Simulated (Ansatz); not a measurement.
Cu3O

Input

```
crystal:
  lattice:
    - [-2.3153495137, 2.3153495137, 2.3153495137]
    - [2.3153495137, -2.3153495137, 2.3153495137]
    - [2.3153495137, 2.3153495137, -2.3153495137]
  atoms:
    - { symbol: Cu, position: [0.0, 0.5, 0.5] }
    - { symbol: Cu, position: [0.5, 0.0, 0.5] }
    - { symbol: Cu, position: [0.5, 0.5, 0.0] }
    - { symbol: O, position: [0.0, 0.0, 0.0] }
basis:
  ecutwfc: 420
kpoints:
  mp_grid: { grid: [14, 14, 14] }
hamiltonian:
  xc: pbe
scf:
  occupations: { method: gaussian, width: 0.1 }
output:
  forces: true
  stress: true
  eigenvalues: true
  write_density: true
  write_potential: true
  elf: true
  volumetric_format: npy
relax:
  adjacent_minimum: "off"
  f_tol: 0.01
  max_steps: 80
  cell: { stress_tol: 0.05 }
```

Run with:

```sh
ansatz run input.yaml --threads 1 --pin off --max-ram 2560MiB --backend cpu --events-out ev --progress --plain --runs-dir out
```

Below, planes, directions and counts refer to the conventional cell (a = 4.63 Å, b = 4.63 Å, c = 4.63 Å, α = 90.00°, β = 90.00°, γ = 90.00°).

Space group Im-3m; a structure generated by program, which may or may not match a known phase; computed without spin polarisation.

Theory: DFT PBE, scalar-relativistic, plane waves, PAW in Ansatz.

Q: What can the converged valence pseudo-density and electron localisation function tell about the bonding?

A: Cu–Cu (2.32 Å): ρ is about 0.38 e/Å³ halfway; the ELF is about 0.20 at the midpoint: no localised pair shows between them.
Cu–O (2.32 Å): the density is about 0.29 e/Å³ at the midpoint; the ELF is about 0.15 at the midpoint: no shared electron pair shows on this line.

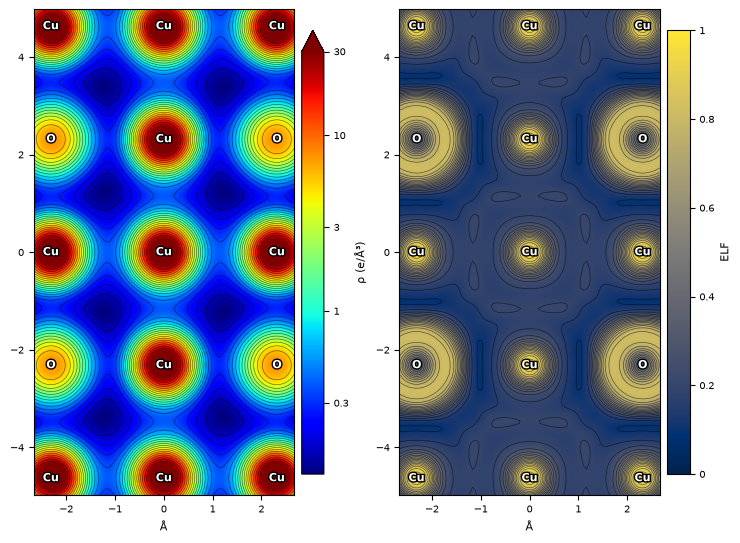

Computed valence pseudo-density and electron localisation function on the (100) plane of the conventional cell, in this order. 

Core electrons are frozen (PAW), and the valence fields are smoothed inside the atomic spheres.
